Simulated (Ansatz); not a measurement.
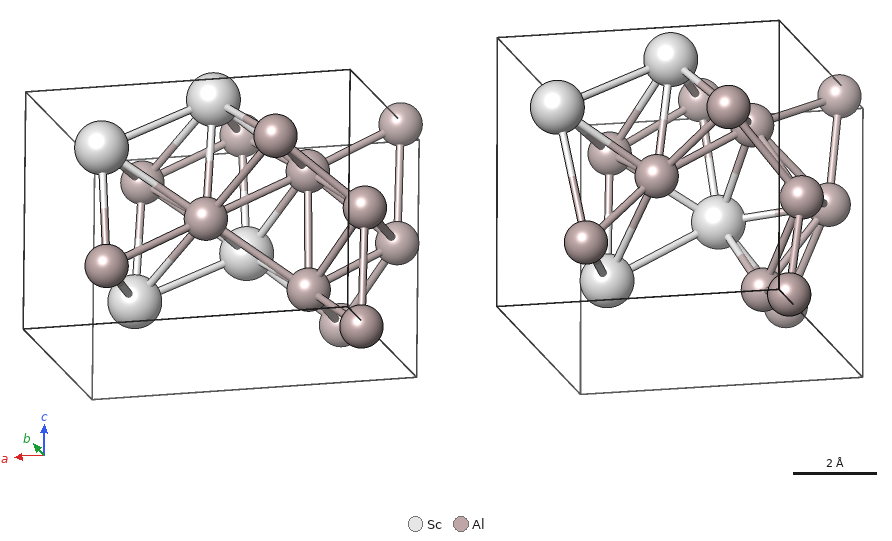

Two geometries of an amorphous cell of composition ScAl₃ (coarse preliminary run), drawn at one scale. One is the start of a relaxation, the other its converged end. A ball-and-stick model of the cell of the calculation, seen from a free direction.

Method: DFT PBE, scalar-relativistic, plane waves, PAW in Ansatz. (plane-wave cutoff 420 eV; k-point mesh 2 × 2 × 2; occupations gaussian; smearing width 0.1 eV; mesh shifted by (0.5, 0.5, 0.5); no spin polarisation; cell and atoms relaxed; force threshold 0.04 eV/Å; at most 70 steps)

Question: Which geometry has the lower energy?

Answer: The left one is the relaxed one. Case: the last frame of the dynamics. Over 10 accepted moves (13 points after the start) the energy falls by 3.799 eV per cell of the calculation. Largest force component: 1.2 eV/Å at the start, 0.006 eV/Å at the end. The pressure goes from −0.74 to −0.04 GPa. The line search rejected the trial step at point 5 of the run. The SCF was repeated twice at an unchanged geometry on a basis and grid sized afresh for the cell, which shifted the energy by 31.8 meV per cell of the calculation at most. The largest moves relative to the cell, 0.48 Å, are those of Al atoms. By element the largest moves are Al 0.48 Å, Sc 0.34 Å. Cell: a 7.028 → 8.155 Å (+16.0 %), b 6.647 → 5.944 Å (−10.6 %), c 6.679 → 5.944 Å (−11.0 %), α 84.4° → 88.5°, γ 86.6° → 90.0°. Volume −7.1 %. Some distances before and after: Al–Al 4.183 → 2.972 Å, Al–Al 3.060 → 4.158 Å, Al–Al 4.021 → 2.973 Å, Al–Al 3.993 → 2.972 Å. Bonds break, among them: Al–Sc (2.84 → 3.78 Å), Al–Sc (2.86 → 3.78 Å). The run took 120 s on 2 threads of Intel(R) Xeon(R) Processor @ 2.50GHz (Skylake/Cascade Lake), with other jobs on the host, peak memory 0.56 GiB.

Limits of the set-up: the k-point mesh is coarse for a cell with partly filled bands; the periodic images lie only 6.6 Å apart, so the values are limited by the cell's size.
